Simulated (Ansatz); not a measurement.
## What a change does: single-point calculation on W₃Si

System: W₃Si (4 atoms in the cell).
Method of run A: DFT, PBEsol, plane waves, PAW, no spin polarisation (Ansatz 0.2.0).

The structure derives from a Materials Project entry. Text and figures count atoms from 1; the logs count them from 0 in places.

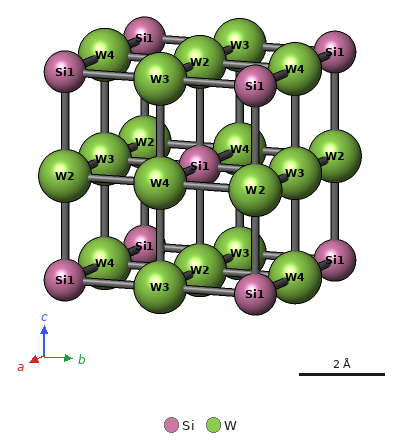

The structure as given in the input (ball-and-stick view of the cell 2 times as large as that of the calculation, set on its symmetry axes, seen slightly off an axis; atoms are numbered from 1 in the order of the input). An atom can appear more than once, as a periodic image.

### Input, run A
```yaml
crystal:
  lattice:
    - [-2.4483355223, 2.4483355223, 2.5127654044]
    - [2.4483355223, -2.4483355223, 2.5127654044]
    - [2.4483355223, 2.4483355223, -2.5127654044]
  atoms:
    - { symbol: Si, position: [0.0, 0.0, 0.0] }
    - { symbol: W, position: [0.5, 0.5, 0.0] }
    - { symbol: W, position: [0.5, 0.0, 0.5] }
    - { symbol: W, position: [0.0, 0.5, 0.5] }
basis:
  ecutwfc: 420
  precision: f64
kpoints:
  mp_grid: { grid: [14, 14, 14], shift: [0.5, 0.5, 0.5] }
hamiltonian:
  xc: pbesol
scf:
  occupations: { method: gaussian, width: 0.15 }
  eigensolver: { kind: davidson }
output:
  forces: true
  eigenvalues: true
  stress: true
```

Launched with:
```bash
ansatz run input.yaml --threads 2 --pin off --max-ram 5120MiB --backend cpu --events-out ev --progress --plain --runs-dir out
```

Hardware: 2 threads of Intel Xeon @ 2.50GHz (Skylake/Cascade Lake), 189 GiB of memory available, shared host.

### Output, shortened to warnings, some set-up lines, iterations and results (run A)
```
Basis set: ecut = 420 eV, 1173 PW (Γ), exchange–correlation on 60×60×60 points (8 copies of the dense FFT grid, shifted against one another)
Symmetry: 16 space group operations
k-points: 240 of 2744
Initial density: superposition of atomic densities (neutral atoms: chi_scale 0, normalization atom), corrected by the library's trained network
[...]
SCF iter   1: F=—  HF=-31384.910696 eV  |F-HF|=—  |Δ(HF+E_count)|=         —  Δρ=7.20e-3  dr2=2.07e-2  ethr=1.77e-3  ⟨swp⟩=5.2  Hψ=26872  notcnv=0
SCF iter   2: F=—  HF=-31384.907624 eV  |F-HF|=—  |Δ(HF+E_count)|=   3.07e-3  Δρ=3.96e-3  dr2=6.65e-3  ethr=4.49e-5  ⟨swp⟩=2.3  Hψ=12521  notcnv=0  defer=2
SCF iter   3: F=—  HF=-31384.906678 eV  |F-HF|=—  |Δ(HF+E_count)|=   9.46e-4  Δρ=4.34e-4  dr2=8.36e-5  ethr=1.73e-7  ⟨swp⟩=4.7  Hψ=31300  notcnv=0
SCF iter   4: F=—  HF=-31384.906656 eV  |F-HF|=—  |Δ(HF+E_count)|=   2.25e-5  Δρ=1.10e-4  dr2=4.44e-6  ethr=1.73e-7  ⟨swp⟩=3.0  Hψ=14627  notcnv=0
SCF iter   5: F=—  HF=-31384.906656 eV  |F-HF|=—  |Δ(HF+E_count)|=   2.20e-7  Δρ=2.23e-5  dr2=3.19e-7  ethr=9.66e-9  ⟨swp⟩=3.1  Hψ=13557  notcnv=0
SCF iter   6: F=-31384.906656 eV  HF=-31384.906656 eV  |F-HF|=9.74e-9  |Δ(HF+E_count)|=   1.96e-8  Δρ=4.05e-6  dr2=1.23e-8  ethr=6.94e-10  ⟨swp⟩=3.7  Hψ=14613  notcnv=0
SCF 1 converged in 6 iterations: F = -31384.906656 eV  dr2 = 1.23e-8
  Residual-converged pass: ⟨swp⟩=3.7  Hψ=15638  notcnv=0  max |occ|·‖R‖ = 6.6e-6 eV (tolerance 6.7e-6 eV)  dr2=1.26e-8  dr2_onsite=4.51e-10  max |Δocc| = 2.3e-8
SCF converged after 6 iterations
Free energy (F): -31384.906656 eV
Harris-Foulkes:  -31384.906656 eV  (|F-HF|=9.74e-9)
Internal energy: -31384.864905 eV  (E = F + TS)
E sigma→0 (E₀):  -31384.885780 eV
Entropy (-TS):   -0.041751 eV (-10.438 meV/atom)
Fermi energy:    20.048448 eV
--- Per-component energies (eV) ---
  E_band       = -286.683516
  E_kinetic    = 1411.774088
  E_local      = -2371.056052  (includes V_loc(G=0)·N_el)
  E_nonlocal   = 47.104740
  E_hartree    = 891.219340
  E_xc         = -855.226004
  E_vxc        = -769.236218  (∫ρ·V_xc dr)
  E_paw        = -25810.912634  (= ΣΔE_a)
  E_vpaw       = -387.712302  (= ΣTr[D̂ρ^β])
  E_aug_tail   = -0.000183  (compensation charges beyond the density's cutoff)
  E_ewald      = -4698.465136
  E_core_change = 0.696937  (= ΣΔE_core)
  E_smearing   = -0.041751  (= −TS)
  E_closure    = -0.000000  (closes the sum)
  Σ components = -31384.906656   (vs F -31384.906656, Δ=0.00e0)
--- Forces (eV/Å), atoms counted from 1 ---
  atom   1  Si    -0.00000000     0.00000000     0.00000000
  atom   2  W     -0.00000000    -0.00000000    -0.00000000
  atom   3  W      0.00000000     0.00000000     0.00000000
  atom   4  W      0.00000000     0.00000000     0.00000000
  max |Σ_I F_I| component: 3.52e-29 eV/Å
--- Stress (GPa, compression-positive) ---
       39.485345       0.000000       0.000000
        0.000000      39.485345      -0.000000
        0.000000      -0.000000      24.609604
  P = ⅓ Tr σ = 34.5268 GPa (345.268 kbar)
```

For run B the input was changed thus:
```diff
-  precision: f64
-  mp_grid: { grid: [14, 14, 14], shift: [0.5, 0.5, 0.5] }
+  mp_grid: { grid: [14, 14, 14] }
-  eigensolver: { kind: davidson }
```

Predict how the results change.

The free energy of run B is 0.26 meV per atom higher, which measures how much it depends on this numerical setting. The number of SCF iterations is the same. The irreducible k-points go from 240 to 244. On the same kind of shared host run B took about 0.38 times as long.

### Output, shortened to warnings, some set-up lines, iterations and results (run B)
```
Basis set: ecut = 420 eV, 1173 PW (Γ), exchange–correlation on 60×60×60 points (8 copies of the dense FFT grid, shifted against one another)
Symmetry: 16 space group operations
k-points: 244 of 2744
Initial density: superposition of atomic densities (neutral atoms: chi_scale 0, normalization atom), corrected by the library's trained network
[...]
SCF iter   1: F=—  HF=-31384.910275 eV  |F-HF|=—  |Δ(HF+E_count)|=         —  Δρ=7.17e-3  dr2=2.03e-2  ethr=1.77e-3  ⟨swp⟩=5.0  Hψ=29374  notcnv=0
SCF iter   2: F=—  HF=-31384.906699 eV  |F-HF|=—  |Δ(HF+E_count)|=   3.58e-3  Δρ=3.88e-3  dr2=6.07e-3  ethr=4.42e-5  ⟨swp⟩=1.0  Hψ=8789  notcnv=0
SCF iter   3: F=—  HF=-31384.905637 eV  |F-HF|=—  |Δ(HF+E_count)|=   1.06e-3  Δρ=3.57e-4  dr2=3.94e-5  ethr=1.32e-5  ⟨swp⟩=2.0  Hψ=9088  notcnv=0
SCF iter   4: F=—  HF=-31384.905633 eV  |F-HF|=—  |Δ(HF+E_count)|=   4.15e-6  Δρ=4.41e-5  dr2=5.58e-7  ethr=8.56e-8  ⟨swp⟩=2.6  Hψ=12163  notcnv=0
SCF iter   5: F=-31384.905633 eV  HF=-31384.905633 eV  |F-HF|=2.39e-9  |Δ(HF+E_count)|=   5.56e-8  Δρ=8.42e-6  dr2=1.95e-8  ethr=1.21e-9  ⟨swp⟩=2.1  Hψ=11209  notcnv=0
SCF iter   6: F=-31384.905633 eV  HF=-31384.905633 eV  |F-HF|=5.46e-11  |Δ(HF+E_count)|=   3.33e-9  Δρ=9.70e-7  dr2=3.32e-10  ethr=4.23e-11  ⟨swp⟩=3.3  Hψ=21140  notcnv=0
SCF 1 converged in 6 iterations: F = -31384.905633 eV  dr2 = 3.32e-10
SCF converged after 6 iterations
Free energy (F): -31384.905633 eV
Harris-Foulkes:  -31384.905633 eV  (|F-HF|=5.46e-11)
Internal energy: -31384.862048 eV  (E = F + TS)
E sigma→0 (E₀):  -31384.883841 eV
Entropy (-TS):   -0.043585 eV (-10.896 meV/atom)
Fermi energy:    20.048336 eV
--- Per-component energies (eV) ---
  E_band       = -286.681285
  E_kinetic    = 1411.778305
  E_local      = -2371.061823  (includes V_loc(G=0)·N_el)
  E_nonlocal   = 47.107384
  E_hartree    = 891.222312
  E_xc         = -855.226207
  E_vxc        = -769.236346  (∫ρ·V_xc dr)
  E_paw        = -25810.913637  (= ΣΔE_a)
  E_vpaw       = -387.713590  (= ΣTr[D̂ρ^β])
  E_aug_tail   = -0.000183  (compensation charges beyond the density's cutoff)
  E_ewald      = -4698.465136
  E_core_change = 0.696937  (= ΣΔE_core)
  E_smearing   = -0.043585  (= −TS)
  E_closure    = -0.000000  (closes the sum)
  Σ components = -31384.905633   (vs F -31384.905633, Δ=0.00e0)
--- Forces (eV/Å), atoms counted from 1 ---
  atom   1  Si    -0.00000000     0.00000000     0.00000000
  atom   2  W      0.00000000     0.00000000     0.00000000
  atom   3  W      0.00000000     0.00000000     0.00000000
  atom   4  W      0.00000000     0.00000000     0.00000000
  max |Σ_I F_I| component: 3.90e-29 eV/Å
--- Stress (GPa, compression-positive) ---
       39.482700       0.000000      -0.000000
        0.000000      39.482700       0.000000
        0.000000       0.000000      24.636239
  P = ⅓ Tr σ = 34.5339 GPa (345.339 kbar)
```

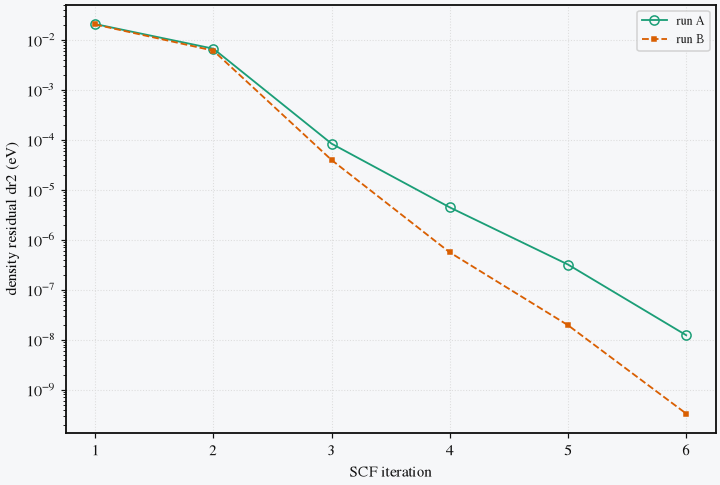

Convergence of the two runs: density residual dr2 against the SCF iteration. Run A takes 6 iterations in all, and run B takes 6.

### The two runs side by side

```tsv
quantity	run A	run B
outcome	converged	converged
free energy per atom (eV)	−7846.2267	−7846.2264
energy per atom, smearing taken to zero (eV)	−7846.2214	−7846.2210
gap on the mesh (eV)	0.00	0.00
pressure (GPa)	34.53	34.53
largest force (eV/Å)	0.000	0.000
SCF iterations	6	6
irreducible k-points	240	244
plane waves at Γ	1173	1173
wall time (shared host)	40 s	15 s
```

For both runs: Spin–orbit coupling is left out, which matters for W. The cell is under a pressure of 35 GPa at this level, so it is not at its equilibrium volume.
